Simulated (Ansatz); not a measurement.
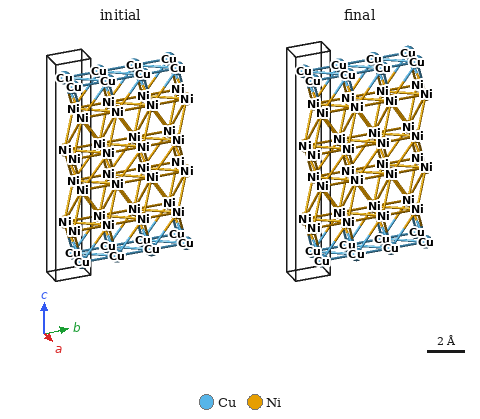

The structure of solid CuNi2 (a generated structure, set up in P-3m1) (coarse preliminary run) before (left) and after (right) a relaxation, at one scale.

Style: ball-and-stick. Shown: the cell of the calculation, repeated 2 × 4 × 1 with one cell outlined, slightly off an axis.

The calculation used DFT PBE, scalar-relativistic, plane waves, PAW (Ansatz).

Input file:
```yaml
crystal:
  lattice:
    - [2.51404032, 0.0, 0.0]
    - [-1.25702016, 2.17722279, 0.0]
    - [0.0, 0.0, 12.01092715]
  atoms:
    - { symbol: Cu, position: [0.33333333, 0.66666667, 0.08333333] }
    - { symbol: Cu, position: [0.66666667, 0.33333333, 0.91666667] }
    - { symbol: Ni, position: [0.33333333, 0.66666667, 0.75], spin: 2.0 }
    - { symbol: Ni, position: [0.33333333, 0.66666667, 0.41666667], spin: 2.0 }
    - { symbol: Ni, position: [0.66666667, 0.33333333, 0.25], spin: 2.0 }
    - { symbol: Ni, position: [0.66666667, 0.33333333, 0.58333333], spin: 2.0 }
basis:
  ecutwfc: 420
kpoints:
  mp_grid: { grid: [6, 6, 2] }
hamiltonian:
  xc: pbe
scf:
  occupations: { method: gaussian, width: 0.1 }
  lower_state_search: "off"
output:
  forces: true
  stress: true
  eigenvalues: true
  populations: true
magnetization:
  spin_polarized: true
relax:
  adjacent_minimum: "off"
  f_tol: 0.04
  max_steps: 70
  cell: { stress_tol: 0.4 }
```

Launched with:
```bash
ansatz run input.yaml --threads 1 --pin off --max-ram 2560MiB --backend cpu --events-out ev --progress --plain --runs-dir out
```

Question: Summarise the run.

Answer: The energy falls by 16.8 meV per atom in 4 accepted moves (5 points after the start). The largest force component goes from 0.31 to 0.0052 eV/Å. The pressure goes from 4.59 to 0.00 GPa. The SCF was repeated once at an unchanged geometry on a basis and grid sized afresh for the cell, which shifted the energy by 0.1 meV per atom at most. The largest moves relative to the cell, 0.064 Å, are those of Ni3 and Ni5. Ni5 goes along +c. Largest moves by element: Ni 0.064 Å, Cu 0.043 Å. The drawn cell changes as follows: a = b 2.514 → 2.501 Å (−0.5 %), c 12.011 → 12.437 Å (+3.5 %); the volume changes by +2.5 %. Near-neighbour distances that change, for instance: Cu1–Cu2 2.473 → 2.598 Å, Cu1–Ni5 2.473 → 2.543 Å, Ni3–Ni6 2.473 → 2.492 Å, Ni3–Ni3 2.514 → 2.501 Å. The space group stays P-3m1 (No. 164). The run took 2.8 min on 1 thread of Intel(R) Xeon(R) Processor @ 2.50GHz (Skylake/Cascade Lake), on a shared host, peak memory 0.47 GiB.

Limits of the set-up: the k-point mesh is coarse for a cell with partly filled bands.
